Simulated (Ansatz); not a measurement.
# Free carriers and the phonons of BN (F-43m)

Aim: how far do free carriers move the optical modes of BN (F-43m)?

Method: DFT LDA, scalar-relativistic, plane waves, PAW; PAW set soft_1, in Ansatz 0.2.0.

## (1) Set-up

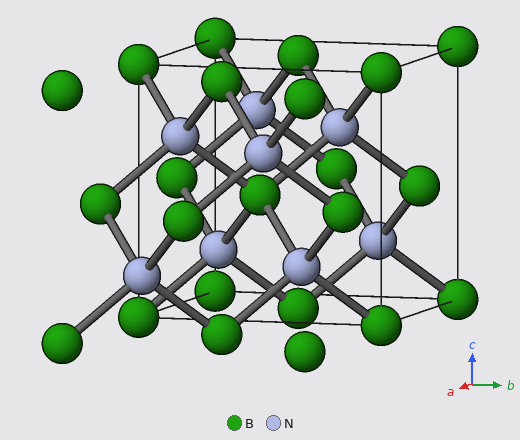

The starting structure, seen slightly off an axis (boron green, nitrogen light blue). 2×1×1 cells are drawn. This picture shows the conventional cell, with its axes. Bonds to atoms that aren't drawn are left out. Some periodic images of atoms are drawn too.

## (2) A rough relaxation first

The start is far from rest, so a relaxation with loose tolerances brings it close first.

File input.yaml:

```yaml
crystal:
  lattice:
    - [0.0, 1.813001, 1.813001]
    - [1.813001, 0.0, 1.813001]
    - [1.813001, 1.813001, 0.0]
  atoms:
    - { symbol: B, position: [0.0, 0.0, 0.0] }
    - { symbol: "N", position: [0.25, 0.25, 0.25] }
kpoints:
  mp_grid: { grid: [10, 10, 10] }
hamiltonian:
  xc: lda
  pseudopotentials: { kind: paw, azcp: { folder: soft_1 }, xc_functional: pbe }
scf:
  occupations: { method: gaussian, width: 0.1 }
output:
  forces: true
  stress: true
  eigenvalues: true
relax:
  adjacent_minimum: "off"
  f_tol: 0.05
  max_steps: 80
  cell: { stress_tol: 0.5 }
```

On the command line:

```bash
$ ansatz run input.yaml --threads 8 --pin off --max-ram 16384MiB --backend cpu --events-out ev --progress --plain --runs-dir out
```

Numbers of over 12 decimals in the logs are rounded to 6 here.

The program printed:

```text
The last accepted step is kept in <dir> (removed where the run ends without a failure and the disk answers)
Engine: ansatz 0.2.0, x86_64-unknown-linux-gnu
Pseudopotentials: kind: paw
Pseudopotential: B, paw, valence charge 3, recommended cutoff 420 eV (normal), soft_1/B.paw.azcp
Pseudopotential: N, paw, valence charge 5, recommended cutoff 420 eV (normal), soft_1/N.paw.azcp
Functional definition: SPW92
[...]
--- Relaxed structure (3 steps of the walk, 3 accepted, 1 SCFs on fresh bases) ---
  F+E_penalty+E_count = -526.47115649 eV   max|allowed force component| = 3.354e-17 eV/Å   (the final SCF, on the basis selected at the relaxed cell)
  cell:  # Å, volume = 11.4695 Å³
    - [0, 1.789941, 1.789941]
    - [1.789941, 0, 1.789941]
    - [1.789941, 1.789941, 0]
  atoms:
    - { symbol: B, position: [0, 0, 0] }
    - { symbol: N, position: [0.25, 0.25, 0.25] }
[key lines of the parts left out:]
SCF converged after 4 iterations
Free energy (F): -526.471156 eV
Fermi energy:    13.583191 eV
P = ⅓ Tr σ = -0.0251 GPa (-0.251 kbar)
```

Elapsed: 1.3 s, on 8 threads of Intel Xeon at 2.70GHz, shared host; peak memory 0.3 GiB.

Step by step:

| step | energy less that of the first step (eV) | largest force component (eV/Å) | pressure (GPa) | volume (Å³) |
| --- | --- | --- | --- | --- |
| 1 | 0.0000 | 0.0000 | -14.38 | 11.92 |
| 2 | -0.0182 | 0.0000 | -6.15 | 11.66 |
| 3 | -0.0226 | 0.0000 | 0.30 | 11.47 |
| 4* | -0.0208 | 0.0000 | -0.03 | 11.47 |

Relaxation steps marked * repeat the geometry before them on a plane-wave basis chosen anew for their cell, so energy and pressure can jump there.

Forces are held to the 24 operations that the run works with; a distortion that breaks them can't arise in this run.

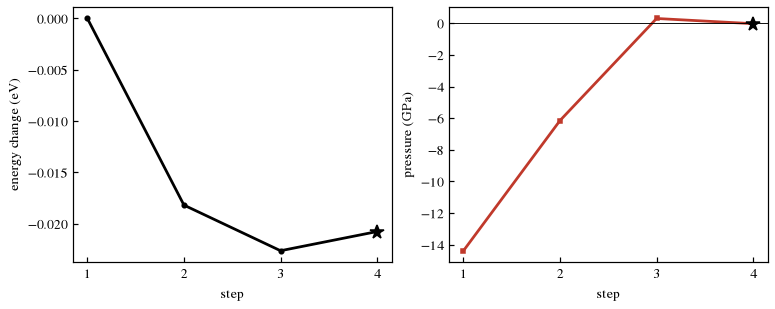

Energy and pressure along the relaxation. Stars mark steps on a basis chosen anew.

| conventional cell, symmetrised | before | after | change |
| --- | --- | --- | --- |
| a (Å) | 3.626 | 3.580 | -1.3 % |
| b (Å) | 3.626 | 3.580 | -1.3 % |
| c (Å) | 3.626 | 3.580 | -1.3 % |
| volume (Å³/atom) | 5.96 | 5.73 | -3.8 % |

Final coordinates:

```
B N
1.0
     0.00000    1.78994    1.78994
     1.78994    0.00000    1.78994
     1.78994    1.78994    0.00000
B N
1 1
Direct
  0.00000 0.00000 0.00000
  0.25000 0.25000 0.25000
```

This step gave:

```
pressure          : -0.02512 GPa
gap on the k-mesh : 4.389 eV
volume per atom   : 5.735 Å³
```

In this step the volume went from 5.96 to 5.73 Å³/atom.

## (3) Relaxation

The cell and atoms are relaxed, since residual forces and stress would shift the frequencies.

File input.yaml:

```yaml
crystal:
  lattice:
    - [0.0, 1.7899407157, 1.7899407157]
    - [1.7899407157, 0.0, 1.7899407157]
    - [1.7899407157, 1.7899407157, 0.0]
  atoms:
    - { symbol: B, position: [0.0, 0.0, 0.0] }
    - { symbol: "N", position: [0.25, 0.25, 0.25] }
kpoints:
  mp_grid: { grid: [12, 12, 12] }
hamiltonian:
  xc: lda
  pseudopotentials: { kind: paw, azcp: { folder: soft_1 }, xc_functional: pbe }
scf:
  occupations: { method: gaussian, width: 0.02 }
output:
  forces: true
  stress: true
  eigenvalues: true
  write_density: true
  write_potential: true
  elf: true
  volumetric_format: npy
relax:
  adjacent_minimum: "off"
  f_tol: 0.005
  max_steps: 80
  cell: { stress_tol: 0.05 }
```

The program printed:

```text
[...]
Crystal: 2 atoms, lattice volume = 11.470 Å³
Basis set: ecut = 420 eV, 229 PW (Γ)
Bands: 8, of which v1, the nominal top of the filled ones, is band 4 counted from 1 (3 counted from 0)
Symmetry: 24 space group operations
[...]
k-points: 72 of 1728 (time reversal used)
[...]
SCF iter   1: F=—  HF=-527.250099 eV  |F-HF|=—  |Δ(HF+E_count)|=         —  Δρ=1.50e-1  dr2=2.05e0  ethr=3.10e-3  ⟨swp⟩=4.7  Hψ=3700  notcnv=0
[...]
SCF iter   7: F=-526.471162 eV  HF=-526.471162 eV  |F-HF|=1.58e-11  |Δ(HF+E_count)|=  2.90e-11  Δρ=8.22e-7  dr2=3.82e-11  ethr=6.65e-11  ⟨swp⟩=4.6  Hψ=2483  notcnv=0
SCF 1 converged in 7 iterations: F = -526.471162 eV  dr2 = 3.82e-11
[...]
relax step   1: F+E_penalty+E_count = -526.47116158 eV  Δ(F+E_penalty+E_count) = +0.000e0 eV  max|allowed force component| = 3.747e-16 eV/Å  Δτ_max = 0.0000 Å  P = -0.018 GPa  Ω = 11.470 Å³  (7 SCF iters, dr2 threshold 1.00e-7 eV, accepted)
[...]
SCF iter   2: F=-526.471162 eV  HF=-526.471162 eV  |F-HF|=1.93e-12  |Δ(HF+E_count)|=  4.23e-10  Δρ=4.23e-7  dr2=7.01e-12  ethr=1.00e-12  ⟨swp⟩=3.7  Hψ=2464  notcnv=0
SCF 2 converged in 2 iterations: F = -526.471162 eV  dr2 = 7.01e-12
relax step   2: F+E_penalty+E_count = -526.47116158 eV  Δ(F+E_penalty+E_count) = -6.253e-12 eV  max|allowed force component| = 3.701e-16 eV/Å  Δτ_max = 0.0000 Å  P = -0.018 GPa  Ω = 11.470 Å³  stress off target by 1.83e-2 GPa  SCF on the basis re-selected at this cell (its energy is not comparable with the rows above)  (2 SCF iters)
basis re-selected at this cell: Δ(F+E_penalty+E_count) = -6.253e-12 eV, ΔP = +0.000 GPa vs the last step (what re-selecting the basis moved, of the pressure what is left beyond the Pulay correction that the steps carried, after the strain that the cell walked since its last selection, with what the two solves' SCF thresholds leave and, on support functions, any second-order correction that the steps lacked; it is no  [...]
SCF converged after 2 iterations
Free energy (F): -526.471162 eV
[...]
Internal energy: -526.471162 eV  (E = F + TS)
E sigma→0 (E₀):  -526.471162 eV
Fermi energy:    13.583180 eV
[...]
--- Stress (GPa, compression-positive) ---
       -0.018292       0.000000      -0.000000
       -0.000000      -0.018292       0.000000
       -0.000000       0.000000      -0.018292
  P = ⅓ Tr σ = -0.0183 GPa (-0.183 kbar)
--- Band table (eV; the first three rows and the last of 72) ---
[...]
--- Relaxed structure (1 steps of the walk, 1 accepted, 1 SCFs on fresh bases) ---
[...]
cell:  # Å, volume = 11.4695 Å³
    - [0.0, 1.7899407157, 1.7899407157]
    - [1.7899407157, 0.0, 1.7899407157]
    - [1.7899407157, 1.7899407157, 0.0]
  atoms:
    - { symbol: B, position: [0.0, 0.0, 0.0] }
    - { symbol: N, position: [0.250000, 0.250000, 0.250000] }
```

It took 0.79 s on 8 threads; peak memory 0.31 GiB; 3.1 s of CPU time.

Little changed from the start: no atom moved by 0.005 Å and no cell edge by 0.1 %.

This step gave:

| Item | Value |
| --- | --- |
| pressure | -0.01829 GPa |

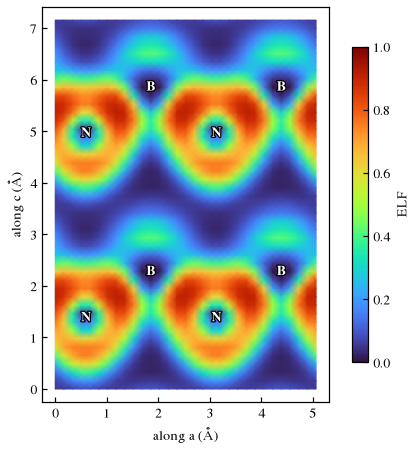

ELF in the ac plane of a cell with a along [110], b along [-110] and c along [001] of the cube at fractional y = 0.000, with atoms of B and N within 0.2 Å of it. It is the smooth field of the valence electrons, not physical close to the nuclei. The map starts off the cell's origin, so that atoms lie inside it.

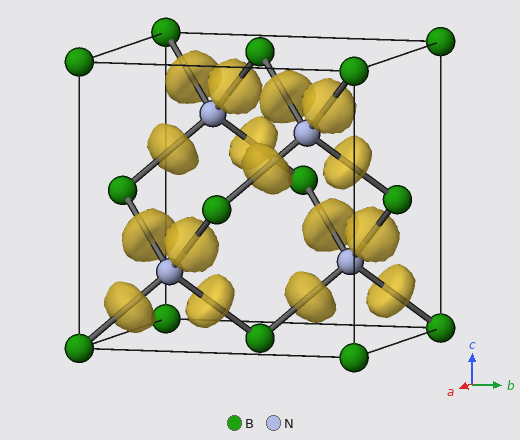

Surface of ELF = 0.83. Bonds to atoms that aren't drawn are left out.

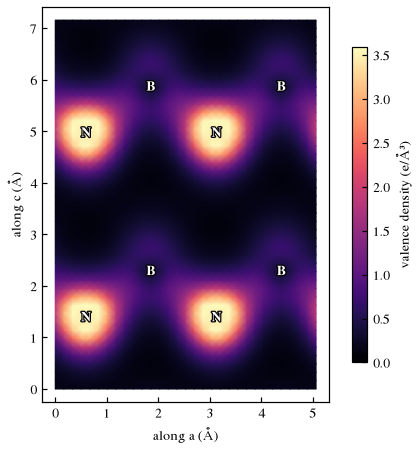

Valence density in the ac plane of a cell with a along [110], b along [-110] and c along [001] of the cube at fractional y = 0.000, with atoms of B and N within 0.2 Å of it. It is the smooth field of the valence electrons, not physical close to the nuclei. The map starts off the cell's origin, so that atoms lie inside it.

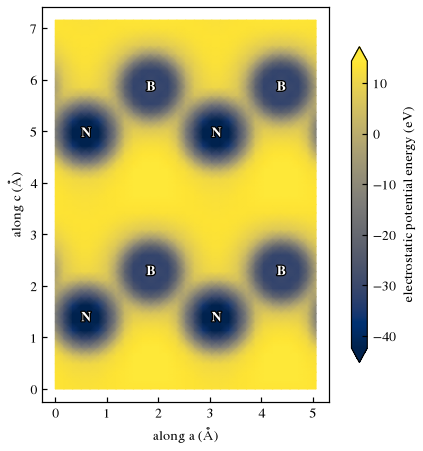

Electrostatic potential energy in the ac plane of a cell with a along [110], b along [-110] and c along [001] of the cube at fractional y = 0.000, with atoms of B and N within 0.2 Å of it. With pseudopotentials it is smooth inside the atoms' cores, unlike the true potential. The map starts off the cell's origin, so that atoms lie inside it.

In this step the volume went from 5.73 to 5.73 Å³/atom.

## (4) Tight relaxation

Phonons need small forces and stress, so the relaxation is finished with tight tolerances on 12×12×12 k points.

input.yaml, the sections that differ from step 3:

```yaml
scf:
  occupations: { method: fixed }
output:
  forces: true
  stress: true
  eigenvalues: true
relax:
  adjacent_minimum: "off"
  f_tol: 0.001
  max_steps: 60
  cell: { stress_tol: 0.01 }
# crystal, kpoints, hamiltonian: as in step 3
```

The program printed:

```text
[...]
Crystal: 2 atoms, lattice volume = 11.470 Å³
Basis set: ecut = 420 eV, 229 PW (Γ)
Bands: 8, of which v1, the nominal top of the filled ones, is band 4 counted from 1 (3 counted from 0)
Symmetry: 24 space group operations
[...]
k-points: 72 of 1728 (time reversal used)
[...]
0.000000       0.000000      -0.007876
  P = ⅓ Tr σ = -0.0079 GPa (-0.079 kbar)
--- Band table (eV; the first three rows and the last of 72) ---
[...]
--- Relaxed structure (2 steps of the walk, 2 accepted, 1 SCFs on fresh bases) ---
[...]
cell:  # Å, volume = 11.4692 Å³
    - [0, 1.789925, 1.789925]
    - [1.789925, 0, 1.789925]
    - [1.789925, 1.789925, 0]
  atoms:
    - { symbol: B, position: [0, 0, 0] }
    - { symbol: N, position: [0.25, 0.25, 0.25] }
[key lines of the parts left out:]
SCF converged after 4 iterations
Free energy (F): -526.471163 eV
Fermi energy:    11.389182 eV
```

Run time: 1.1 s. Hardware: 8 threads; peak memory 0.31 GiB.

Little changed from the start: no atom moved by 0.005 Å and no cell edge by 0.1 %.

This step gave:

- pressure: -0.007876 GPa

The forces vanish by symmetry and the pressure is -0.008 GPa, within the tolerances set. The cell now holds 5.73 Å³/atom.

## (5) Ground state of a member: no carriers

The cell of the neutral crystal is kept with no carriers. The bands are sampled on 36×36×36 points with Fermi-Dirac filling of 0.03 eV.

input.yaml, the sections that differ from step 4:

```yaml
crystal:
  lattice:
    - [0.0, 1.7899253158, 1.7899253158]
    - [1.7899253158, 0.0, 1.7899253158]
    - [1.7899253158, 1.7899253158, 0.0]
  atoms:
    - { symbol: B, position: [0.0, 0.0, 0.0] }
    - { symbol: "N", position: [0.25, 0.25, 0.25] }
kpoints:
  mp_grid: { grid: [36, 36, 36] }
scf:
  occupations: { method: fermi_dirac, width: 0.03 }
# hamiltonian, output: as in step 4
# relax: removed
```

The program printed:

```text
[...]
Crystal: 2 atoms, lattice volume = 11.469 Å³
Basis set: ecut = 420 eV, 229 PW (Γ)
Bands: 8, of which v1, the nominal top of the filled ones, is band 4 counted from 1 (3 counted from 0)
Symmetry: 24 space group operations
[...]
k-points: 1240 of 46656 (time reversal used)
[...]
SCF iter   1: F=—  HF=-527.250156 eV  |F-HF|=—  |Δ(HF+E_count)|=         —  Δρ=1.50e-1  dr2=2.05e0  ethr=3.10e-3  ⟨swp⟩=4.7  Hψ=63693  notcnv=0
[...]
SCF iter   7: F=-526.471173 eV  HF=-526.471173 eV  |F-HF|=1.58e-11  |Δ(HF+E_count)|=  2.51e-11  Δρ=8.27e-7  dr2=3.86e-11  ethr=6.68e-11  ⟨swp⟩=2.0  Hψ=29760  notcnv=0
SCF 1 converged in 7 iterations: F = -526.471173 eV  dr2 = 3.86e-11
[...]
SCF converged after 7 iterations
Free energy (F): -526.471173 eV
[...]
Internal energy: -526.471173 eV  (E = F + TS)
E sigma→0 (E₀):  -526.471173 eV
Fermi energy:    13.603519 eV
[...]
--- Stress (GPa, compression-positive) ---
       -0.008904      -0.000000      -0.000000
        0.000000      -0.008904       0.000000
       -0.000000       0.000000      -0.008904
  P = ⅓ Tr σ = -0.0089 GPa (-0.089 kbar)
--- Band table (eV; the first three rows and the last of 1240) ---
[...]
```

Elapsed: 2.3 s, on 8 threads; peak memory 0.53 GiB.

The forces vanish by symmetry.

## (6) Modes of this member: no carriers

The force constants come from the linear response of the density to a displacement.

The zone-centre modes follow for no carriers.

input.yaml: that of step 5 with these lines changed.

```diff
@@ -16,4 +16,4 @@
 output:
-  forces: true
-  stress: true
   eigenvalues: true
+phonons:
+  method: dfpt
```

The program printed:

```text
zone centre: on kpoints.mp_grid the ground state, and the responses unless they are solved on pairs of k-points, stand on 3349 of the mesh's 46656 k-points, reduced under 8 symmetry operations, with k and −k counted as one. Each operation leaves every solved displacement unchanged or reverses it
[...]
Crystal: 2 atoms, lattice volume = 11.469 Å³
Basis set: ecut = 420 eV, 229 PW (Γ), exchange–correlation on 36×36×36 points (8 copies of the dense FFT grid, shifted against one another)
Bands: 8, of which v1, the nominal top of the filled ones, is band 4 counted from 1 (3 counted from 0)
Symmetry: 24 space group operations
k-points: 3349 of 46656 (irreducible under 8 space group operations, time reversal used)
[...]
SCF iter   1: F=—  HF=-527.250159 eV  |F-HF|=—  |Δ(HF+E_count)|=         —  Δρ=1.50e-1  dr2=2.05e0  ethr=3.10e-3  ⟨swp⟩=4.7  Hψ=172286  notcnv=0
[...]
SCF iter   8: F=-526.471174 eV  HF=-526.471174 eV  |F-HF|=1.14e-13  |Δ(HF+E_count)|=  6.82e-12  Δρ=8.95e-8  dr2=3.70e-13  ethr=1.00e-12  ⟨swp⟩=5.0  Hψ=89371  notcnv=0
SCF 1 converged in 8 iterations: F = -526.471174 eV  dr2 = 3.70e-13
[...]
DFPT response loops at Γ: preconditioner auto → none (the input reference at scf.mixing.eps_inf says where Resta's filter doesn't serve); β = 0.50; Broyden in place of MSR1
SCF converged after 8 iterations
Free energy (F): -526.471174 eV
[...]
Internal energy: -526.471174 eV  (E = F + TS)
E sigma→0 (E₀):  -526.471174 eV
Fermi energy:    13.603523 eV
[...]
--- Band table (eV; the first three rows and the last of 3349) ---
[...]
--- Phonons (Γ-DFPT): 2 representative perturbations + reference, on 3349 of 46656 k-points (Σ response iterations 6) ---
  k mesh reduced under 8 symmetry operations, with k and −k counted as one. Each operation leaves every solved displacement unchanged or reverses it
  ASR residual: 8.709e-6 → 0.000e0 eV/Å²; symmetrization residual: 6.366e-8 eV/Å²
  ASR residual per site (eV/Å²): 8.71e-6 4.17e-6
  Γ frequencies (cm⁻¹): 0.00 0.00 0.00 1066.73 1066.73 1066.73
  non-analytic LO–TO correction: not included (Born effective charges unavailable; polar crystals: no LO–TO splitting at Γ)
```

Wall time 19 s (8 threads); peak memory 1.3 GiB.

Numbers from this step:

```
sum-rule residual before enforcement                    : 8.71e-6 eV/Å²
point group                                             : -43m
highest optical mode at the zone centre (no LO-TO term) : 1067 cm⁻¹
lowest optical zone-centre mode                         : 1067 cm⁻¹
```

Without the LO-TO term. Patterns of degenerate modes are one choice out of their space. The modes at Γ (shares of kinetic energy by element, %):

| mode | frequency (cm⁻¹) | symmetry | B % | N % |
| --- | --- | --- | --- | --- |
| 1 | 0.0 | acoustic | 44 | 56 |
| 2 | 0.0 | acoustic | 44 | 56 |
| 3 | 0.0 | acoustic | 44 | 56 |
| 4 | 1066.7 | T2 | 56 | 44 |
| 5 | 1066.7 | T2 | 56 | 44 |
| 6 | 1066.7 | T2 | 56 | 44 |

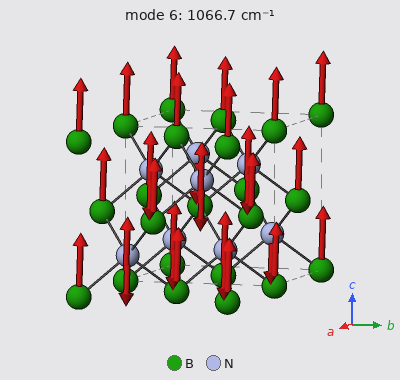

Displacement patterns of mode 6 at Γ; arrows are exaggerated. Bonds to atoms that aren't drawn are left out. 2×1×1 conventional cells are drawn. Some periodic images of atoms are drawn too.

The optical mode without the LO-TO term lies at 1066.7 cm⁻¹.

## (7) Ground state of a member: 15 × 10²⁰ holes per cm³

The cell of the neutral crystal is kept with 15 × 10²⁰ holes per cm³, balanced by a uniform background. The bands are sampled on 36×36×36 points with Fermi-Dirac filling of 0.03 eV.

input.yaml: that of step 6 with these lines changed.

```diff
@@ -8,2 +8,3 @@
     - { symbol: "N", position: [0.25, 0.25, 0.25] }
+total_charge: 0.017204
 kpoints:
@@ -16,4 +17,4 @@
 output:
+  forces: true
+  stress: true
   eigenvalues: true
-phonons:
-  method: dfpt
```

The program printed:

```text
[...]
Crystal: 2 atoms, lattice volume = 11.469 Å³
Basis set: ecut = 420 eV, 229 PW (Γ)
Bands: 8, of which v1, the nominal top of the filled ones, is band 4 counted from 1 (3 counted from 0)
Symmetry: 24 space group operations
[...]
k-points: 1240 of 46656 (time reversal used)
[...]
Internal energy: -526.664580 eV  (E = F + TS)
E sigma→0 (E₀):  -526.664751 eV
Entropy (-TS):   -0.000342 eV (-0.171 meV/atom)
Fermi energy:    11.158612 eV
[...]
--- Stress (GPa, compression-positive) ---
        1.209726       0.000000      -0.000000
        0.000000       1.209726       0.000000
       -0.000000       0.000000       1.209726
  P = ⅓ Tr σ = 1.2097 GPa (12.097 kbar)
--- Band table (eV; the first three rows and the last of 1240) ---
[...]
[key lines of the parts left out:]
SCF converged after 7 iterations
Free energy (F): -526.664922 eV
```

Run time: 2.8 s. Hardware: 8 threads; peak memory 0.53 GiB.

The forces vanish by symmetry.

## (8) Zone-centre modes of the member: 15 × 10²⁰ holes per cm³

The zone-centre modes follow for 15 × 10²⁰ holes per cm³.

input.yaml: that of step 7 with these lines changed.

```diff
@@ -17,4 +17,4 @@
 output:
-  forces: true
-  stress: true
   eigenvalues: true
+phonons:
+  method: dfpt
```

The program printed:

```text
[...]
Crystal: 2 atoms, lattice volume = 11.469 Å³
Basis set: ecut = 420 eV, 229 PW (Γ), exchange–correlation on 36×36×36 points (8 copies of the dense FFT grid, shifted against one another)
Bands: 8, of which v1, the nominal top of the filled ones, is band 4 counted from 1 (3 counted from 0)
Symmetry: 24 space group operations
k-points: 3349 of 46656 (irreducible under 8 space group operations, time reversal used)
[...]
Free energy (F): -526.664923 eV
[...]
Internal energy: -526.664581 eV  (E = F + TS)
E sigma→0 (E₀):  -526.664752 eV
Entropy (-TS):   -0.000342 eV (-0.171 meV/atom)
Fermi energy:    11.158618 eV
[...]
--- Band table (eV; the first three rows and the last of 3349) ---
[...]
ASR residual: 9.857e-6 → 0.000e0 eV/Å²; symmetrization residual: 5.161e-8 eV/Å²
  ASR residual per site (eV/Å²): 9.86e-6 5.72e-6
  Γ frequencies (cm⁻¹): 0.00 0.00 0.00 954.58 954.58 954.58
[...]
[key lines of the parts left out:]
SCF converged after 8 iterations
```

Elapsed: 23 s, on 8 threads; peak memory 1.3 GiB; 2 min of CPU time.

This step gave:

```
sum-rule residual before enforcement                    : 9.86e-6 eV/Å²
highest optical mode at the zone centre (no LO-TO term) : 954.6 cm⁻¹
lowest optical zone-centre mode                         : 954.6 cm⁻¹
```

(Continued in part 2 of 2.)

[Logs are printed without paths, hosts, clocks, repeated set-up lines and the standing remarks that a program may print on its own settings, such as how far it seeks lower states.]

[Hosts, paths, dates, database ids (printed as entryN), source tags and the programs' standing remarks are cut or masked in the printed files.]
